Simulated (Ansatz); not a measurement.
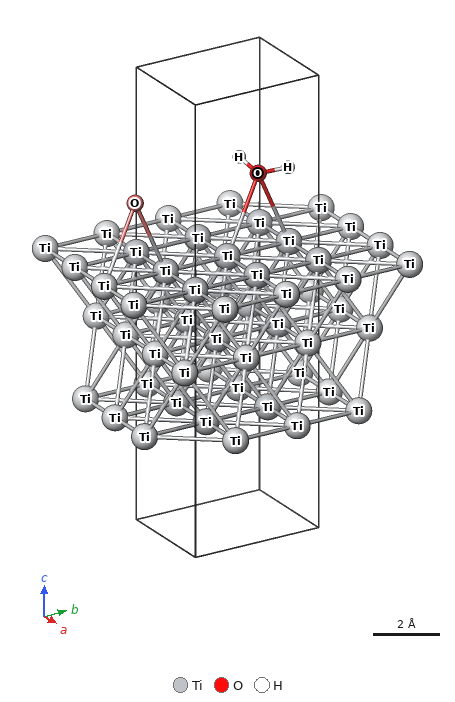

Fig. 1: The input geometry (ball-and-stick view of the cell of the calculation, with the vacuum cut short, seen slightly off an axis; neighbours outside the cell are drawn fainter). An atom can appear more than once, as a periodic image.

# Ti12H2O: geometry relaxation (part 1 of 3)

The run: geometry relaxation of Ti12H2O (slab, 15 atoms in the cell). Method and program: DFT PBE+D3(BJ), scalar-relativistic, plane waves, PAW, no spin polarisation (Ansatz 0.2.0).

The structure derives from an entry of the Crystallography Open Database. The input holds or restrains some coordinates. Forces given for the steps count only the free coordinates. It belongs to a series of runs on one base structure; here: 1 H2O a cell, tilted, over a bridge Ti-Ti site.

What the program printed:
```
Engine: ansatz 0.2.0, aarch64-unknown-linux-gnu
Pseudopotentials: kind: paw
Pseudopotential: Ti, paw, valence charge 12, recommended cutoff 420 eV (normal), Ti.paw.azcp
Pseudopotential: O, paw, valence charge 6, recommended cutoff 420 eV (normal), O.paw.azcp
Pseudopotential: H, paw, valence charge 1, recommended cutoff 420 eV (normal), H.paw.azcp
Functional definition: PBE
  parameter kappa = 0.804
  parameter beta = 0.06672455060314922
  exchange = pbe_x(kappa = kappa, mu = beta*pi^2/3)
  correlation = pbe_c(beta = beta)
Crystal: 15 atoms, lattice volume = 650.282 Å³
Basis set: ecut = 420 eV, 12785 PW (Γ), exchange–correlation on 80×80×320 points (8 copies of the dense FFT grid, shifted against one another)
Bands: 92, of which v1, the nominal top of the filled ones, is band 76 counted from 1 (75 counted from 0)
Symmetry: 1 space group operations
Space group: P1 (ITA 1), of the structure as read, at distance tolerance 8.7e-5 Å
k-points: 10 of 16 (time reversal used)
Non-local potential: Ti, projectors of the file, l = 0: 3, l = 1: 2, l = 2: 3, l = 3: 1
Non-local potential: O, projectors of the file, l = 0: 2, l = 1: 2, l = 2: 1
Non-local potential: H, projectors of the file, l = 0: 2, l = 1: 1
PAW form: soft (Blöchl's): semilocal exchange-correlation on the pseudo side does not see the compensation charge
PAW one-centre angular grid: Ti, 590 points (default); XC on 64 Gauss nodes
PAW one-centre angular grid: O, 110 points (default); XC on 64 Gauss nodes
PAW one-centre angular grid: H, 110 points (default); XC on 64 Gauss nodes
Initial density: superposition of atomic densities (neutral atoms: chi_scale 0, normalization atom), corrected by the library's trained network
Initial wavefunctions: pseudopotential atomic-orbital guess
Functional: x = pbe(κ = 0.804, μ = 0.2195149727645171), c = pbe(β = 0.06672455060314922)
SCF iter   1: F=—  HF=-30593.523608 eV  |F-HF|=—  |Δ(HF+E_count)|=         —  Δρ=7.55e-3  dr2=3.91e0  ethr=1.77e-3  p=0.237 e·Å  D=6.61e-2 V/Å  ΔV_dip=-1.52 eV  dr2_dipole=1.38e0  V_vac-E_F(+/−)=2.76/4.28 eV  ⟨swp⟩=9.5  Hψ=4447  notcnv=0
efield: sawtooth ramp at fractional position 0.9845 (placed from the atoms, in the widest stretch of the axis that holds none; the zero of the levels goes with the place), width 0.0400; the density the first Hamiltonian is built on has a dipole p = 0.237 e·Å; the dipole correction subtracts the counter field D = 6.61e-2 V/Å, which shifts the + side's vacuum level by -1.52 eV against the − side's; the planar-averaged density in the ramp window peaks in size at 8.7e-5 e/Å³
preconditioner: auto → LDOS  [metal: Δε(μ)=0.026 eV  Ē_g=2.891 eV  σ=0.100 eV  W_gap=0.15  n_scr=92 (ndim 8)  ℏωp=10.7 eV  f_vac=0.584  D(μ)=21.70/eV (n_scr^D=162)  β→1.0]
SCF iter   2: F=—  HF=-30593.379946 eV  |F-HF|=—  |Δ(HF+E_count)|=   1.44e-1  Δρ=3.99e-3  dr2=2.05e-1  ethr=1.77e-3  p=0.134 e·Å  D=3.74e-2 V/Å  ΔV_dip=-0.86 eV  dr2_dipole=3.01e-2  V_vac-E_F(+/−)=3.69/4.55 eV  ⟨swp⟩=2.4  Hψ=1219  notcnv=0  defer=34
SCF iter   3: F=—  HF=-30593.377391 eV  |F-HF|=—  |Δ(HF+E_count)|=   2.56e-3  Δρ=1.15e-3  dr2=1.95e-2  ethr=1.35e-4  p=0.158 e·Å  D=4.39e-2 V/Å  ΔV_dip=-1.01 eV  dr2_dipole=1.66e-3  V_vac-E_F(+/−)=3.55/4.56 eV  ⟨swp⟩=2.1  Hψ=1375  notcnv=0  defer=33
SCF iter   4: F=—  HF=-30593.376925 eV  |F-HF|=—  |Δ(HF+E_count)|=   4.66e-4  Δρ=4.01e-4  dr2=1.64e-3  ethr=1.28e-5  p=0.160 e·Å  D=4.44e-2 V/Å  ΔV_dip=-1.02 eV  dr2_dipole=8.95e-7  V_vac-E_F(+/−)=3.58/4.60 eV  ⟨swp⟩=2.0  Hψ=1196  notcnv=0  defer=21
SCF iter   5: F=—  HF=-30593.377212 eV  |F-HF|=—  |Δ(HF+E_count)|=   2.87e-4  Δρ=1.71e-4  dr2=2.41e-4  ethr=1.08e-6  p=0.162 e·Å  D=4.52e-2 V/Å  ΔV_dip=-1.04 eV  dr2_dipole=2.40e-7  V_vac-E_F(+/−)=3.57/4.61 eV  ⟨swp⟩=2.8  Hψ=1209  notcnv=0  defer=21
SCF iter   6: F=-30593.377274 eV  HF=-30593.377269 eV  |F-HF|=4.44e-6  |Δ(HF+E_count)|=   5.71e-5  Δρ=4.20e-5  dr2=1.70e-5  ethr=2.63e-8  p=0.164 e·Å  D=4.55e-2 V/Å  ΔV_dip=-1.05 eV  dr2_dipole=1.87e-6  V_vac-E_F(+/−)=3.57/4.62 eV  ⟨swp⟩=24.5  Hψ=9744  notcnv=0
SCF 1 converged in 6 iterations: F = -30593.377274 eV  dr2 = 1.70e-5
  Residual-converged pass: ⟨swp⟩=1.0  Hψ=960  notcnv=0  max |occ|·‖R‖ = 7.0e-9 eV (tolerance 1.0e-8 eV)  dr2=1.70e-5  dr2_onsite=4.88e-7  max |Δocc| = 4.1e-11
  greatest PAW one-centre occupation: 0.999 electrons in one spin orbital (limit 2), on the Ti atom at site 5 (counted from 0), in its partial waves of l = 0
relax step   1: F+E_penalty+E_count = -30593.37727354 eV  Δ(F+E_penalty+E_count) = +0.000e0 eV  max|allowed force component| = 7.427e-1 eV/Å  Δτ_max = 0.0000 Å  (6 SCF iters, dr2 threshold 4.00e-5 eV, accepted)
Initial density: handed on by an earlier stage of this run
Initial wavefunctions: those handed on with the density
iter 1 solved again at ethr=5.11e-4 eV; its pass at ethr=3.10e-3 eV (dr2=7.77e-1 eV) is discarded
SCF iter   1: F=—  HF=-30593.702608 eV  |F-HF|=—  |Δ(HF+E_count)|=         —  Δρ=1.03e-2  dr2=7.81e-1  ethr=5.11e-4  p=0.164 e·Å  D=4.55e-2 V/Å  ΔV_dip=-1.05 eV  dr2_dipole=5.17e-3  V_vac-E_F(+/−)=3.58/4.63 eV  ⟨swp⟩=1.5  Hψ=3357  notcnv=0  defer=18
efield: sawtooth ramp at fractional position 0.9845 (handed on by an earlier solve), width 0.0400; the density the first Hamiltonian is built on has a dipole p = 0.164 e·Å; the dipole correction subtracts the counter field D = 4.55e-2 V/Å, which shifts the + side's vacuum level by -1.05 eV against the − side's; the planar-averaged density in the ramp window peaks in size at 1.1e-6 e/Å³
preconditioner: auto → LDOS  [metal: Δε(μ)=0.013 eV  Ē_g=2.876 eV  σ=0.100 eV  W_gap=0.07  n_scr=92 (ndim 8)  ℏωp=10.7 eV  f_vac=0.586  D(μ)=22.31/eV (n_scr^D=162)  β→1.0]
SCF iter   2: F=—  HF=-30593.660425 eV  |F-HF|=—  |Δ(HF+E_count)|=   4.22e-2  Δρ=4.28e-3  dr2=2.94e-1  ethr=5.11e-4  p=0.253 e·Å  D=7.04e-2 V/Å  ΔV_dip=-1.62 eV  dr2_dipole=3.37e-2  V_vac-E_F(+/−)=3.00/4.62 eV  ⟨swp⟩=3.4  Hψ=1438  notcnv=0  defer=18
SCF iter   3: F=—  HF=-30593.620928 eV  |F-HF|=—  |Δ(HF+E_count)|=   3.95e-2  Δρ=1.17e-3  dr2=2.34e-2  ethr=1.93e-4  p=0.210 e·Å  D=5.84e-2 V/Å  ΔV_dip=-1.34 eV  dr2_dipole=2.37e-3  V_vac-E_F(+/−)=3.27/4.62 eV  ⟨swp⟩=2.4  Hψ=1607  notcnv=0  defer=38
SCF iter   4: F=—  HF=-30593.618398 eV  |F-HF|=—  |Δ(HF+E_count)|=   2.53e-3  Δρ=4.18e-4  dr2=3.16e-3  ethr=1.54e-5  p=0.204 e·Å  D=5.69e-2 V/Å  ΔV_dip=-1.31 eV  dr2_dipole=3.10e-4  V_vac-E_F(+/−)=3.30/4.61 eV  ⟨swp⟩=3.0  Hψ=1611  notcnv=0  defer=38
SCF iter   5: F=—  HF=-30593.618280 eV  |F-HF|=—  |Δ(HF+E_count)|=   1.19e-4  Δρ=1.36e-4  dr2=2.98e-4  ethr=2.08e-6  p=0.205 e·Å  D=5.69e-2 V/Å  ΔV_dip=-1.31 eV  dr2_dipole=5.24e-5  V_vac-E_F(+/−)=3.30/4.61 eV  ⟨swp⟩=2.6  Hψ=1432  notcnv=0  defer=40
SCF iter   6: F=-30593.618295 eV  HF=-30593.618307 eV  |F-HF|=1.24e-5  |Δ(HF+E_count)|=   2.72e-5  Δρ=4.50e-5  dr2=2.57e-5  ethr=2.27e-8  p=0.204 e·Å  D=5.68e-2 V/Å  ΔV_dip=-1.31 eV  dr2_dipole=2.98e-6  V_vac-E_F(+/−)=3.30/4.61 eV  ⟨swp⟩=26.6  Hψ=9766  notcnv=0
SCF 2 converged in 6 iterations: F = -30593.618295 eV  dr2 = 2.57e-5
[... from here on the iterations of each SCF are left out, up to the last one ...]
  Residual-converged pass: ⟨swp⟩=1.0  Hψ=960  notcnv=0  max |occ|·‖R‖ = 7.0e-9 eV (tolerance 1.0e-8 eV)  dr2=2.57e-5  dr2_onsite=9.47e-7  max |Δocc| = 1.1e-10
relax step   2: F+E_penalty+E_count = -30593.61829451 eV  Δ(F+E_penalty+E_count) = -2.410e-1 eV  max|allowed force component| = 1.160e0 eV/Å  Δτ_max = 0.1948 Å  (6 SCF iters, dr2 threshold 3.45e-5 eV, accepted)
efield: sawtooth ramp at fractional position 0.9845 (handed on by an earlier solve), width 0.0400; the density the first Hamiltonian is built on has a dipole p = 0.204 e·Å; the dipole correction subtracts the counter field D = 5.68e-2 V/Å, which shifts the + side's vacuum level by -1.31 eV against the − side's; the planar-averaged density in the ramp window peaks in size at 3.6e-6 e/Å³
preconditioner: auto → LDOS  [metal: Δε(μ)=0.013 eV  Ē_g=2.965 eV  σ=0.100 eV  W_gap=0.07  n_scr=92 (ndim 8)  ℏωp=10.7 eV  f_vac=0.588  D(μ)=21.64/eV (n_scr^D=148)  β→1.0]
SCF 3 converged in 6 iterations: F = -30593.747208 eV  dr2 = 2.01e-5
  Residual-converged pass: ⟨swp⟩=1.0  Hψ=960  notcnv=0  max |occ|·‖R‖ = 7.0e-9 eV (tolerance 1.0e-8 eV)  dr2=2.01e-5  dr2_onsite=8.53e-7  max |Δocc| = 4.1e-11
relax step   3: F+E_penalty+E_count = -30593.74720805 eV  Δ(F+E_penalty+E_count) = -1.289e-1 eV  max|allowed force component| = 1.054e0 eV/Å  Δτ_max = 0.1977 Å  (6 SCF iters, dr2 threshold 8.42e-5 eV, accepted)
efield: sawtooth ramp at fractional position 0.9845 (handed on by an earlier solve), width 0.0400; the density the first Hamiltonian is built on has a dipole p = 0.217 e·Å; the dipole correction subtracts the counter field D = 6.05e-2 V/Å, which shifts the + side's vacuum level by -1.39 eV against the − side's; the planar-averaged density in the ramp window peaks in size at 2.7e-6 e/Å³
preconditioner: auto → LDOS  [metal: Δε(μ)=0.018 eV  Ē_g=3.008 eV  σ=0.100 eV  W_gap=0.10  n_scr=92 (ndim 8)  ℏωp=10.7 eV  f_vac=0.590  D(μ)=22.16/eV (n_scr^D=162)  β→1.0]
SCF 4 converged in 6 iterations: F = -30593.802344 eV  dr2 = 8.35e-6
  Residual-converged pass: ⟨swp⟩=1.1  Hψ=961  notcnv=0  max |occ|·‖R‖ = 6.9e-9 eV (tolerance 1.0e-8 eV)  dr2=8.35e-6  dr2_onsite=3.74e-7  max |Δocc| = 2.7e-11
relax step   4: F+E_penalty+E_count = -30593.80234399 eV  Δ(F+E_penalty+E_count) = -5.514e-2 eV  max|allowed force component| = 5.618e-1 eV/Å  Δτ_max = 0.1906 Å  (6 SCF iters, dr2 threshold 1.00e-4 eV, accepted)
efield: sawtooth ramp at fractional position 0.9845 (handed on by an earlier solve), width 0.0400; the density the first Hamiltonian is built on has a dipole p = 0.206 e·Å; the dipole correction subtracts the counter field D = 5.72e-2 V/Å, which shifts the + side's vacuum level by -1.32 eV against the − side's; the planar-averaged density in the ramp window peaks in size at 2.2e-6 e/Å³
preconditioner: auto → LDOS  [metal: Δε(μ)=0.023 eV  Ē_g=3.017 eV  σ=0.100 eV  W_gap=0.13  n_scr=92 (ndim 8)  ℏωp=10.7 eV  f_vac=0.589  D(μ)=21.05/eV (n_scr^D=148)  β→1.0]
SCF 5 converged in 5 iterations: F = -30593.813845 eV  dr2 = 2.32e-5
  Residual-converged pass: ⟨swp⟩=1.0  Hψ=960  notcnv=0  max |occ|·‖R‖ = 7.1e-9 eV (tolerance 1.0e-8 eV)  dr2=2.32e-5  dr2_onsite=4.47e-7  max |Δocc| = 3.1e-11
relax step   5: F+E_penalty+E_count = -30593.81384487 eV  Δ(F+E_penalty+E_count) = -1.150e-2 eV  max|allowed force component| = 1.403e-1 eV/Å  Δτ_max = 0.1239 Å  (5 SCF iters, dr2 threshold 8.97e-5 eV, accepted)
efield: sawtooth ramp at fractional position 0.9845 (handed on by an earlier solve), width 0.0400; the density the first Hamiltonian is built on has a dipole p = 0.193 e·Å; the dipole correction subtracts the counter field D = 5.37e-2 V/Å, which shifts the + side's vacuum level by -1.24 eV against the − side's; the planar-averaged density in the ramp window peaks in size at 2.5e-6 e/Å³
preconditioner: auto → LDOS  [metal: Δε(μ)=0.030 eV  Ē_g=3.026 eV  σ=0.100 eV  W_gap=0.17  n_scr=92 (ndim 8)  ℏωp=10.7 eV  f_vac=0.589  D(μ)=21.43/eV (n_scr^D=148)  β→1.0]
SCF 6 converged in 8 iterations: F = -30593.808478 eV  dr2 = 4.63e-8
relax step   6: F+E_penalty+E_count = -30593.80847759 eV  Δ(F+E_penalty+E_count) = +5.367e-3 eV  max|allowed force component| = 1.710e-1 eV/Å  Δτ_max = 0.0994 Å  (8 SCF iters, rejected (line search))
efield: sawtooth ramp at fractional position 0.9845 (handed on by an earlier solve), width 0.0400; the density the first Hamiltonian is built on has a dipole p = 0.208 e·Å; the dipole correction subtracts the counter field D = 5.80e-2 V/Å, which shifts the + side's vacuum level by -1.34 eV against the − side's; the planar-averaged density in the ramp window peaks in size at 2.1e-6 e/Å³
preconditioner: auto → LDOS  [metal: Δε(μ)=0.029 eV  Ē_g=3.027 eV  σ=0.100 eV  W_gap=0.16  n_scr=92 (ndim 8)  ℏωp=10.7 eV  f_vac=0.589  D(μ)=21.26/eV (n_scr^D=148)  β→1.0]
SCF 7 converged in 8 iterations: F = -30593.820348 eV  dr2 = 1.49e-8
relax step   7: F+E_penalty+E_count = -30593.82034807 eV  Δ(F+E_penalty+E_count) = -6.503e-3 eV  max|allowed force component| = 6.132e-2 eV/Å  Δτ_max = 0.0497 Å  (8 SCF iters, accepted)
SCF iter   1: F=—  HF=-30593.821747 eV  |F-HF|=—  |Δ(HF+E_count)|=         —  Δρ=9.59e-4  dr2=6.38e-3  ethr=6.08e-5  p=0.194 e·Å  D=5.40e-2 V/Å  ΔV_dip=-1.24 eV  dr2_dipole=1.44e-3  V_vac-E_F(+/−)=3.37/4.61 eV  ⟨swp⟩=3.0  Hψ=1551  notcnv=0  defer=29
efield: sawtooth ramp at fractional position 0.9845 (handed on by an earlier solve), width 0.0400; the density the first Hamiltonian is built on has a dipole p = 0.194 e·Å; the dipole correction subtracts the counter field D = 5.40e-2 V/Å, which shifts the + side's vacuum level by -1.24 eV against the − side's; the planar-averaged density in the ramp window peaks in size at 2.3e-6 e/Å³
preconditioner: auto → LDOS  [metal: Δε(μ)=0.037 eV  Ē_g=3.016 eV  σ=0.100 eV  W_gap=0.20  n_scr=92 (ndim 8)  ℏωp=10.7 eV  f_vac=0.589  D(μ)=21.25/eV (n_scr^D=148)  β→1.0]
SCF iter   2: F=—  HF=-30593.821798 eV  |F-HF|=—  |Δ(HF+E_count)|=   5.09e-5  Δρ=3.30e-4  dr2=1.65e-3  ethr=4.20e-6  p=0.200 e·Å  D=5.56e-2 V/Å  ΔV_dip=-1.28 eV  dr2_dipole=2.20e-4  V_vac-E_F(+/−)=3.33/4.61 eV  ⟨swp⟩=3.1  Hψ=1440  notcnv=0  defer=29
SCF iter   3: F=—  HF=-30593.821580 eV  |F-HF|=—  |Δ(HF+E_count)|=   2.18e-4  Δρ=1.12e-4  dr2=1.83e-4  ethr=1.08e-6  p=0.198 e·Å  D=5.50e-2 V/Å  ΔV_dip=-1.27 eV  dr2_dipole=6.52e-7  V_vac-E_F(+/−)=3.35/4.61 eV  ⟨swp⟩=3.2  Hψ=1466  notcnv=0  defer=29
SCF iter   4: F=—  HF=-30593.821556 eV  |F-HF|=—  |Δ(HF+E_count)|=   2.44e-5  Δρ=2.76e-5  dr2=7.21e-6  ethr=1.21e-7  p=0.197 e·Å  D=5.50e-2 V/Å  ΔV_dip=-1.27 eV  dr2_dipole=6.70e-8  V_vac-E_F(+/−)=3.35/4.61 eV  ⟨swp⟩=2.8  Hψ=1543  notcnv=0  defer=29
SCF iter   5: F=—  HF=-30593.821662 eV  |F-HF|=—  |Δ(HF+E_count)|=   1.07e-4  Δρ=9.16e-6  dr2=9.18e-7  ethr=4.75e-9  p=0.197 e·Å  D=5.49e-2 V/Å  ΔV_dip=-1.27 eV  dr2_dipole=2.43e-8  V_vac-E_F(+/−)=3.35/4.61 eV  ⟨swp⟩=2.5  Hψ=1583  notcnv=0  defer=29
SCF iter   6: F=—  HF=-30593.821663 eV  |F-HF|=—  |Δ(HF+E_count)|=   4.60e-7  Δρ=3.60e-6  dr2=1.53e-7  ethr=6.04e-10  p=0.197 e·Å  D=5.49e-2 V/Å  ΔV_dip=-1.27 eV  dr2_dipole=1.09e-8  V_vac-E_F(+/−)=3.35/4.61 eV  ⟨swp⟩=2.2  Hψ=1242  notcnv=0  defer=29
SCF iter   7: F=-30593.821663 eV  HF=-30593.821663 eV  |F-HF|=4.59e-9  |Δ(HF+E_count)|=   1.11e-7  Δρ=1.34e-6  dr2=1.70e-8  ethr=6.58e-11  p=0.197 e·Å  D=5.49e-2 V/Å  ΔV_dip=-1.27 eV  dr2_dipole=6.12e-10  V_vac-E_F(+/−)=3.35/4.61 eV  ⟨swp⟩=20.1  Hψ=7023  notcnv=0
SCF 8 converged in 7 iterations: F = -30593.821663 eV  dr2 = 1.70e-8
relax step   8: F+E_penalty+E_count = -30593.82166276 eV  Δ(F+E_penalty+E_count) = -1.315e-3 eV  max|allowed force component| = 2.445e-2 eV/Å  Δτ_max = 0.0329 Å  (7 SCF iters, accepted)
```

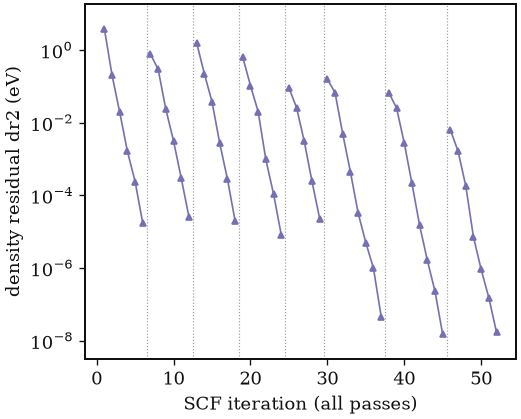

Fig. 2: Convergence of the self-consistent field: density residual dr2 against the SCF iteration. The dotted lines part the SCF passes of the relaxation: geometry steps, rejected trials and re-solves on a re-selected basis. The 8 passes take 5 to 8 iterations each, 52 in all.
